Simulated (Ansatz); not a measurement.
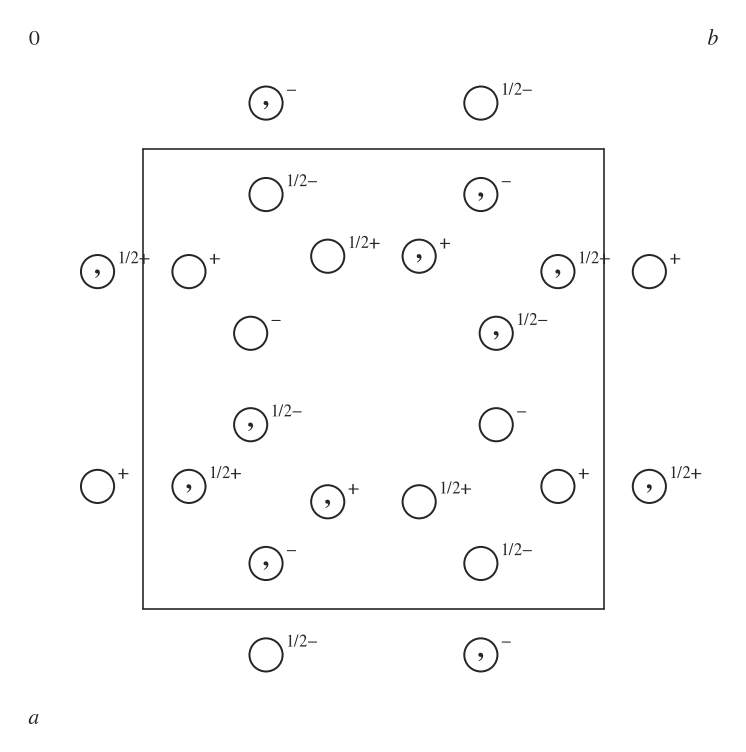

General positions of a space group, projected down c, computed from the operations of a computed or model structure of composition LiCl, which need not be its known form.

A circle is a general position, a comma marks the mirror image, + and − with a fraction give the height (along the projection axis: ½+ is ½ plus the coordinate, − is its negative), and a split circle stands for two positions above each other.

> Identify the space group.

I-4c2, No. 120; body-centred tetragonal, point group -42m, 16 general positions a cell.

> Write the general positions (in any order).

For each centring vector (0, 0, 0), (1/2, 1/2, 1/2):
x, y, z
y, −x, −z
−x, −y, z
−y, x, −z
−x, y, z+1/2
−y, −x, −z+1/2
x, −y, z+1/2
y, x, −z+1/2
